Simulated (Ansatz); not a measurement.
```
Ag Br
1.0
     2.82833   -2.82833    0.00000
     2.82833    2.82833    0.00000
     0.00000    0.00000    5.77210
Ag Br
2 2
Direct
  0.50000 0.50000 0.00000
  0.00000 0.00000 0.50000
  0.00000 0.00000 0.00000
  0.50000 0.50000 0.50000
```

Space group I4/mmm; changed on purpose from its base cell (equal xx and yy strain of -2 %, PAW files); computed pressure about 4 GPa in this cell.

Method: DFT, PBE, PAW with Ansatz's default frozen-core files, scalar-relativistic in Ansatz.

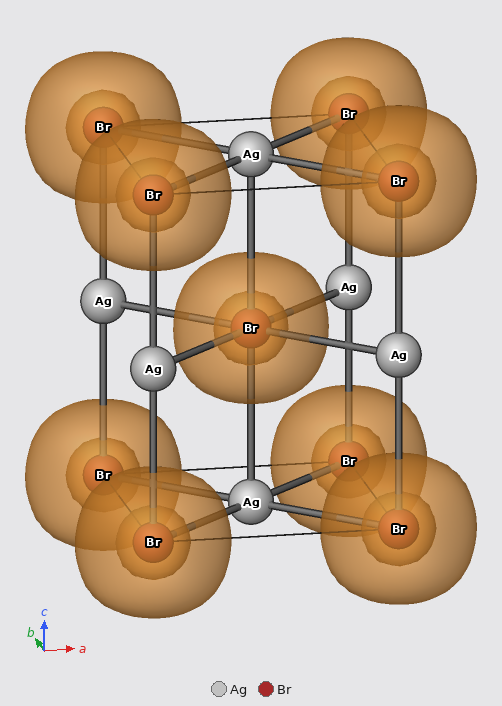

AgBr. Isosurface of the ELF at 0.65 (orange), seen slightly off an axis. Core shells and regions of very low density are left out. Sticks mark near contacts.

Core electrons are frozen (PAW), and the valence fields are smoothed inside the atomic spheres.

### Identify the bonds, lone pairs and shells in this picture.

At this value the surface marks out two regions wrapped around Br (the valence shell of each), counted in one cell of 4 atoms. Regions shared between cells count once. Along the contacts the grid gives the following. Ag–Br (2.83 Å): the ELF is about 0.20 at the midpoint. Ag–Br (2.89 Å): the ELF is about 0.20 at the midpoint.
